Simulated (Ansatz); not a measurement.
## Single-point calculation of WSe$_{2}$ (part 2 of 2)

WSe$_{2}$ (6 atoms in the cell); DFT PBEsol+U+J, scalar-relativistic, plane waves, PAW, U = 4 eV, J = 0.5 eV on W atom 1 d; U = 4 eV, J = 0.5 eV on W atom 2 d, spin-polarised (Ansatz 0.2.0); cutoff 420 eV, 7×7×2 k-mesh, Gaussian smearing of 0.05 eV, collinear spins. The structure derives from an entry of the Crystallography Open Database. It belongs to a series of runs on one base structure; here: natural orbitals of the symmetric run, filled by rank.

Output, continued:
```
--- Specified on-site occupations, and those of the state reported ---
  electrons in the specified blocks: 4.2000 specified, 10.0883 found
  site 1 (l=d) ↑: largest change of an orbital's occupation 0.5541; electrons 0.1000 specified, 2.5221 found; spectral distance 1.0873
  site 0 (l=d) ↓: largest change of an orbital's occupation 0.5541; electrons 0.1000 specified, 2.5221 found; spectral distance 1.0873
  site 1 (l=d) ↓: largest change of an orbital's occupation 0.4939; electrons 2.0000 specified, 2.5221 found; spectral distance 0.9981
  site 0 (l=d) ↑: largest change of an orbital's occupation 0.4939; electrons 2.0000 specified, 2.5221 found; spectral distance 0.9981
--- Forces (eV/Å), atoms counted from 1 ---
  atom   1  W      0.00000000    -0.00000059     0.00000000
  atom   2  W      0.00000000     0.00000059     0.00000000
  atom   3  Se     0.00000000    -0.00000084     0.13201070
  atom   4  Se    -0.00000000     0.00000084     0.13201068
  atom   5  Se     0.00000000    -0.00000084    -0.13201070
  atom   6  Se    -0.00000000     0.00000084    -0.13201068
  max |Σ_I F_I| component: 2.85e-10 eV/Å
--- Stress (GPa, compression-positive) ---
       -1.457409       0.000000       0.000000
        0.000000      -1.457413       0.000000
        0.000000       0.000000      -0.595091
  P = ⅓ Tr σ = -1.1700 GPa (-11.700 kbar)
--- Band table (eV; the first three rows and the last of 64) ---
  k-point 0 ↑: bands = ["-61.4205", "-61.4204", "-35.0475", "-35.0475", "-35.0474", "-35.0474", "-35.0469", "-35.0469", "-35.0468", "-35.0468", "-35.0182", "-35.0182", "-35.0179", "-35.0179", "-35.0170", "-35.0170", "-35.0167", "-35.0167", "-35.0061", "-35.0058", "-35.0038", "-35.0036", "-25.6887", "-25.6887", "-25.5760", "-25.5760", "-25.5760", "-25.5760", "-2.4743", "-2.2211", "-1.2906", "-0.8659", "5.6014", "6.6863", "9.1688", "10.0912", "10.0912", "10.1078", "10.1078", "11.3416", "11.3416", "11.3988", "11.3988", "11.5078", "11.7700", "12.6553", "15.5079", "15.5079", "15.5349", "15.5349", "15.5556", "15.5556", "15.7464", "15.7464", "17.2148", "17.9128", "20.4070", "20.8580"]
  k-point 1 ↑: bands = ["-61.4205", "-61.4205", "-35.0475", "-35.0475", "-35.0475", "-35.0475", "-35.0469", "-35.0469", "-35.0468", "-35.0468", "-35.0181", "-35.0181", "-35.0181", "-35.0181", "-35.0169", "-35.0169", "-35.0168", "-35.0168", "-35.0060", "-35.0059", "-35.0037", "-35.0037", "-25.6887", "-25.6887", "-25.5760", "-25.5760", "-25.5760", "-25.5760", "-2.3662", "-2.3662", "-1.0624", "-1.0624", "6.0573", "6.0573", "10.0993", "10.0993", "10.0994", "10.0994", "10.1657", "10.1657", "11.3702", "11.3702", "11.3702", "11.3702", "12.4624", "12.4624", "15.5045", "15.5045", "15.5045", "15.5045", "15.6674", "15.6674", "15.6674", "15.6674", "17.5948", "17.5948", "20.6027", "20.6027"]
  k-point 2 ↑: bands = ["-61.4184", "-61.4183", "-35.0473", "-35.0473", "-35.0470", "-35.0470", "-35.0466", "-35.0466", "-35.0461", "-35.0460", "-35.0184", "-35.0184", "-35.0181", "-35.0181", "-35.0175", "-35.0172", "-35.0171", "-35.0168", "-35.0057", "-35.0054", "-35.0034", "-35.0031", "-25.6794", "-25.6794", "-25.6212", "-25.6211", "-25.5865", "-25.5864", "-2.1701", "-1.9200", "-1.1169", "-0.7236", "5.9939", "7.0733", "8.9114", "9.2428", "9.2940", "10.2692", "10.3753", "10.4122", "10.8631", "10.9370", "11.1145", "11.5466", "11.8865", "12.1679", "14.6084", "15.0874", "15.1431", "15.1478", "15.3604", "15.4151", "15.9207", "16.0847", "18.5556", "19.1736", "21.0985", "21.5882"]
  k-point 31 ↓: bands = ["-61.4110", "-61.4110", "-35.0471", "-35.0471", "-35.0464", "-35.0464", "-35.0439", "-35.0439", "-35.0436", "-35.0436", "-35.0193", "-35.0193", "-35.0190", "-35.0190", "-35.0183", "-35.0183", "-35.0174", "-35.0174", "-35.0041", "-35.0041", "-35.0017", "-35.0017", "-25.7636", "-25.7636", "-25.6454", "-25.6454", "-25.6434", "-25.6434", "-0.6986", "-0.6986", "-0.2095", "-0.2095", "6.8884", "6.8884", "7.7160", "7.7160", "8.2506", "8.2506", "9.3108", "9.3108", "10.0730", "10.0730", "10.7310", "10.7310", "11.7211", "11.7211", "14.3229", "14.3229", "15.0438", "15.0438", "15.8006", "15.8007", "16.9649", "16.9649", "18.7383", "18.7383", "20.5478", "20.5479"]
Occupation matrices written to [file]
--- Löwdin populations: 6 sites ---
  site symbol       q [e]    m [muB]
     0      W     13.6304    -0.0000
     1      W     13.6304     0.0000
     2     Se     16.0829    -0.0000
     3     Se     16.0829     0.0000
     4     Se     16.0829    -0.0000
     5     Se     16.0829     0.0000
  spilling = 0.004432 (of n_electrons = 92.000000)
--- Occupation matrices: 2 shells (run DFT+U table (all-electron-ortho-atomic); ε = 1.15e-3) ---
  W0 d_5D: site group D3h (-6m2)
  W0 d_5D up     Tr n = 2.5221  λ = 0.460 0.460 0.514 0.514 0.574  [2× xz 0.50 E''(1.00) | 2× x2-y2 0.50 E'(1.00) | z2 1.00 A1'(1.00)]
  W0 d_5D dn     Tr n = 2.5221  λ = 0.460 0.460 0.514 0.514 0.574  [2× xz 0.50 E''(1.00) | 2× x2-y2 0.50 E'(1.00) | z2 1.00 A1'(1.00)]
  specified occupation → W0 d_5D up: matrix, ‖Δ‖_F = 0.9981, Tr Δ = -0.5221, displaced = 1.1131, d_λ = 0.9981; orbital distance = 0.7071
  specified occupation → W0 d_5D dn: matrix, ‖Δ‖_F = 1.0873, Tr Δ = -2.4221, displaced = 1.2110, d_λ = 1.0873; orbital distance = 0.0000
  W1 d_5D: site group D3h (-6m2)
  W1 d_5D up     Tr n = 2.5221  λ = 0.460 0.460 0.514 0.514 0.574  [2× xz 0.50 E''(1.00) | 2× x2-y2 0.50 E'(1.00) | z2 1.00 A1'(1.00)]
  W1 d_5D dn     Tr n = 2.5221  λ = 0.460 0.460 0.514 0.514 0.574  [2× xz 0.50 E''(1.00) | 2× x2-y2 0.50 E'(1.00) | z2 1.00 A1'(1.00)]
  specified occupation → W1 d_5D up: matrix, ‖Δ‖_F = 1.0873, Tr Δ = -2.4221, displaced = 1.2110, d_λ = 1.0873; orbital distance = 0.0000
  specified occupation → W1 d_5D dn: matrix, ‖Δ‖_F = 0.9981, Tr Δ = -0.5221, displaced = 1.1131, d_λ = 0.9981; orbital distance = 0.7071
  Tr n, λ and their labels are of the run-group-symmetrised matrices; stabiliser: 48 of 48 elements of G0×{1,Θ} (closed), max defect 1.9e-5 at τ = 2.4e-4
```

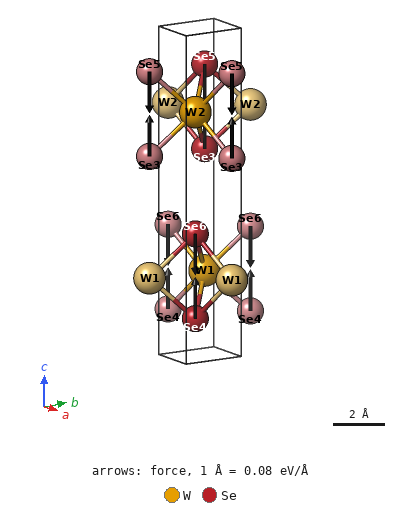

Forces on the atoms as black arrows (ball-and-stick view of the cell of the calculation, seen slightly off an axis; neighbours outside the cell are drawn fainter; atoms are numbered from 1 in the order of the input). The largest act on all 4 Se atoms (0.13 eV/Å). The geometry is not a stationary point of this energy.

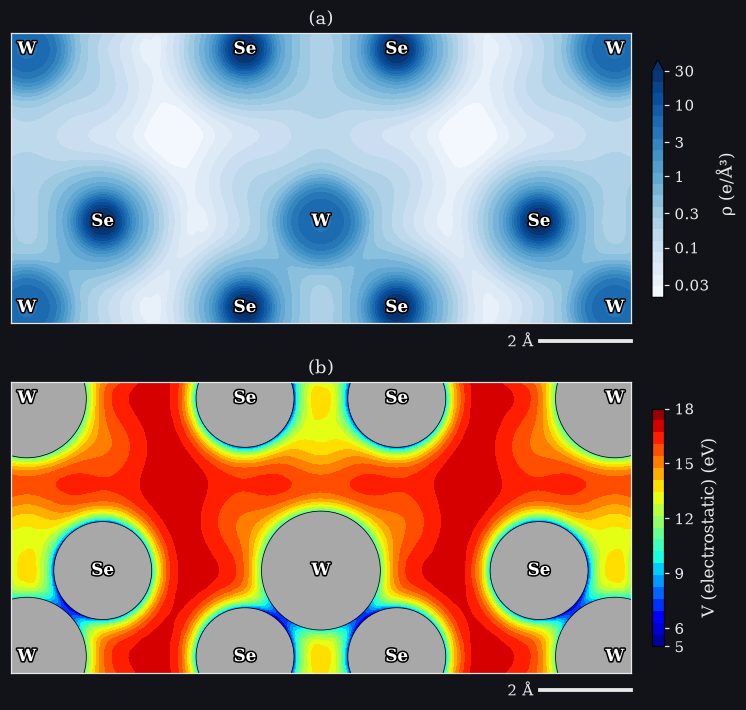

(a) valence pseudo-density; (b) electrostatic potential energy of an electron on the (110) plane of the conventional cell. Grey discs, where drawn, cover atomic cores. The plane passes through W and Se nuclei. W–Se (2.53 Å): ρ is about 0.55 e/Å³ halfway. Away from the nuclei the density in this plane falls to 0.02 e/Å³ at its lowest. Outside the cores the potential energy rises away from the atoms and is highest about 2.4 Å from the nearest atoms; outside the discs it spans about 11 eV, and its zero is arbitrary. The fields are those of the smooth PAW valence density.

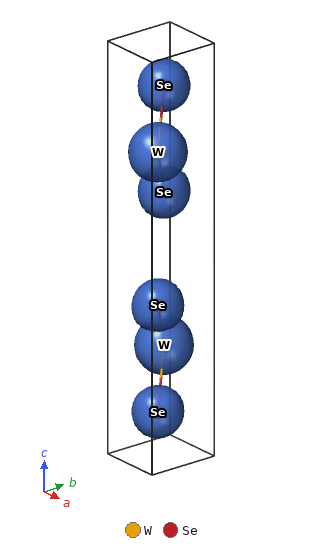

Isosurface of the valence charge density (pseudo) at 1 e/Å³ (blue), seen slightly off an axis. Sticks mark near contacts. The outline is the cell set on symmetry axes. At this value the density breaks into separate islands; it holds about 70 % of the electrons treated as valence (semicore included). It is pinched off along the W–Se (2.53 Å) contacts. On the grid the lowest density along these lines, outside the cores, is 0.55 e/Å³ (W–Se, 2.53 Å).

This output came from the following input.

Input:
```yaml
crystal:
  lattice:
    - [3.28999882, 0.0, 0.0]
    - [-1.64499941, 2.84922255, 0.0]
    - [0.0, 0.0, 12.97000144]
  atoms:
    - { symbol: W, position: [0.3333333333, 0.6666666667, 0.25], spin: 2.0 }
    - { symbol: W, position: [0.6666666667, 0.3333333333, 0.75], spin: -2.0 }
    - { symbol: Se, position: [0.3333333333, 0.6666666667, 0.621] }
    - { symbol: Se, position: [0.6666666667, 0.3333333333, 0.121] }
    - { symbol: Se, position: [0.3333333333, 0.6666666667, 0.879] }
    - { symbol: Se, position: [0.6666666667, 0.3333333333, 0.379] }
basis:
  ecutwfc: 420
  ecutrho_ratio: 4
kpoints:
  mp_grid: { grid: [7, 7, 2] }
hamiltonian:
  xc: pbesol
  hubbard:
    sites:
      - { site: 0, l: d, u: 4.0, j: 0.5, starting_ns: [{ spin: up, occupation_matrix: s0up }, { spin: down, occupation_matrix: s0down }] }
      - { site: 1, l: d, u: 4.0, j: 0.5, starting_ns: [{ spin: up, occupation_matrix: s1up }, { spin: down, occupation_matrix: s1down }] }
    occupation_matrices:
      s0up:
        matrix:
          - [0.97, 0.0, 0.0, 0.0, 0.0]
          - [0.0, 0.02, 0.0, 0.0, 0.0]
          - [0.0, 0.0, 0.02, 0.0, 0.0]
          - [0.0, 0.0, 0.0, 0.02, 0.0]
          - [0.0, 0.0, 0.0, 0.0, 0.97]
      s0down:
        matrix:
          - [0.02, 0.0, 0.0, 0.0, 0.0]
          - [0.0, 0.02, 0.0, 0.0, 0.0]
          - [0.0, 0.0, 0.02, 0.0, 0.0]
          - [0.0, 0.0, 0.0, 0.02, 0.0]
          - [0.0, 0.0, 0.0, 0.0, 0.02]
      s1up:
        matrix:
          - [0.02, 0.0, 0.0, 0.0, 0.0]
          - [0.0, 0.02, 0.0, 0.0, 0.0]
          - [0.0, 0.0, 0.02, 0.0, 0.0]
          - [0.0, 0.0, 0.0, 0.02, 0.0]
          - [0.0, 0.0, 0.0, 0.0, 0.02]
      s1down:
        matrix:
          - [0.97, 0.0, 0.0, 0.0, 0.0]
          - [0.0, 0.02, 0.0, 0.0, 0.0]
          - [0.0, 0.0, 0.02, 0.0, 0.0]
          - [0.0, 0.0, 0.0, 0.02, 0.0]
          - [0.0, 0.0, 0.0, 0.0, 0.97]
    ns_hold: { iters: 10 }
scf:
  occupations: { method: gaussian, width: 0.05 }
  lower_state_search: "off"
  max_iter: 150
output:
  forces: true
  stress: true
  eigenvalues: true
  populations: true
  hubbard: { sites: [{ site: 0, l: d }, { site: 1, l: d }] }
  write_density: true
  write_potential: true
  elf: true
  volumetric_format: npy
magnetization:
  spin_polarized: true
```

Run as:
```bash
ansatz run input.yaml --threads 4 --pin off --max-ram 6144MiB --backend cpu --events-out ev --progress --plain --runs-dir out
```

Key numbers:

```tsv
quantity	value
outcome	converged
space group (tolerance 0.01 Å)	P6₃/mmc (194)
electrons treated	92
free energy	−42204.8231 eV
Fermi energy	13.246 eV
gap on the k-point mesh	1.18 eV
net moment of the cell	0.00 μB
integrated absolute moment	0.00 μB
pressure	−1.17 GPa
largest force (length of the vector)	0.132 eV/Å
hardware	4 threads of Arm Neoverse V1, 24 GiB of memory available, shared host
wall time	43 s (CPU time 2.8 min)
peak memory	0.74 GiB
```

Notes:

The program warns: some starting moments were not kept; the typed occupations were not kept; the occupation matrices lower the symmetry. Spin–orbit coupling is left out, which matters for W.
